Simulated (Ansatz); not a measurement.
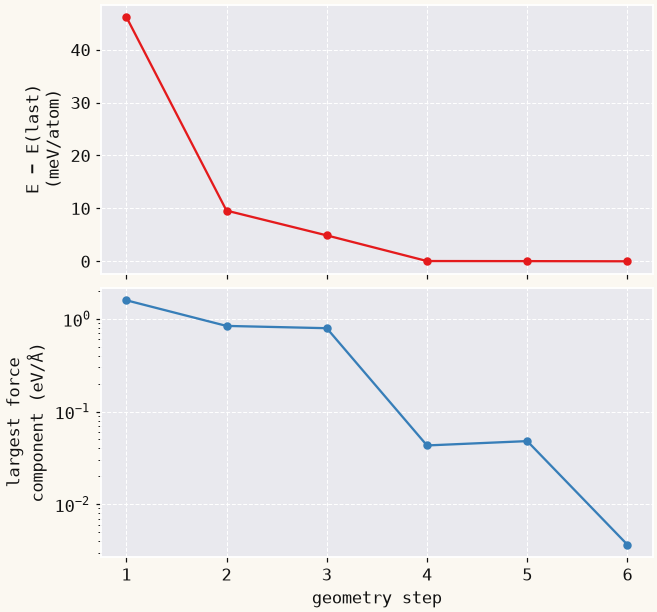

The picture comes from a calculation with Ansatz.

History of a geometry optimisation. Only the atoms move.

```
crystal:
  lattice:
    - [3.0926129057, 0.0, 0.0]
    - [-1.5463064529, 2.6782813404, 0.0]
    - [0.0, 0.0, 26.5962151022]
  atoms:
    - { symbol: Li, position: [0.6666666667, 0.3333333333, 0.3195943471] }
    - { symbol: Li, position: [0.3333333333, 0.6666666667, 0.4147985591] }
    - { symbol: Li, position: [0.6666666667, 0.3333333333, 0.5115896753] }
    - { symbol: Li, position: [0.3333333333, 0.6666666667, 0.6033286845] }
    - { symbol: O, position: [0.3333333333, 0.6666666667, 0.6762713943] }
basis:
  ecutwfc: 500
kpoints:
  mp_grid: { grid: [9, 9, 1] }
hamiltonian:
  xc: r2scan
scf:
  occupations: { method: gaussian, width: 0.1 }
output:
  forces: true
  eigenvalues: true
relax:
  adjacent_minimum: "off"
  f_tol: 0.03
  max_steps: 70
  constraints: [{ sites: [0, 1] }]
efield:
  axis: 3
  dipole_correction: true
```

How did the optimisation end?

Answer. The optimisation met its thresholds at geometry 6, counting the start as the first. The energy fell by about 46 meV/atom from the first step to the last. The largest force component goes from about 1.6 eV/Å at the start to 4 × 10⁻³ eV/Å at the end.

The electronic state followed here needn't be the lowest one.
